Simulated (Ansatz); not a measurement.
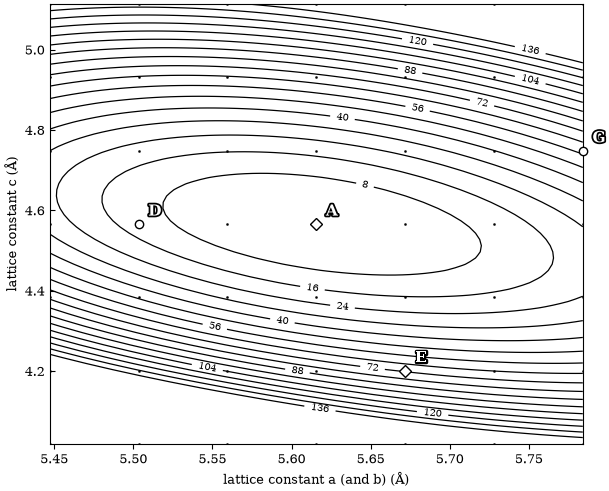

Ti3Al (P6_3/mmc, No. 194; 8 atoms in the cell). 
- The energy is mapped over the lattice constants a and c of the conventional cell.
- The first coordinate is: lattice constant a (and b); the second: lattice constant c.
- Nothing is relaxed (fractional coordinates fixed).
- The scan uses a 7 × 7 grid.
- Points are written as (first, second).
- Energies are in meV/atom, from the lowest grid point.
- Level of theory: DFT LDA, scalar-relativistic, plane waves, PAW (Ansatz 0.2.0). Settings: cutoff 520 eV, k-mesh 9×9×10 in the order of the run's cell vectors, gaussian smearing 0.15 eV, no spin polarisation.

In the figure: contour lines labelled in meV/atom (none above 136), dots at the grid points, lettered points. Between grid points the surface is interpolated.

Is D the lowest point of the computed grid?

No. D lies 13 meV/atom above the lowest grid point, which is at (5.616 Å, 4.567 Å).

What kind of point is each of A, E: minimum, saddle, maximum or slope?

A: minimum; E: on a slope. (In these two coordinates alone; a stationary point may lie a little off the grid point.)

Rank the lettered points by energy, lowest first.

A (0 meV/atom), D (13 meV/atom), G (58 meV/atom), E (71 meV/atom).

PAW datasets: the set soft_1.
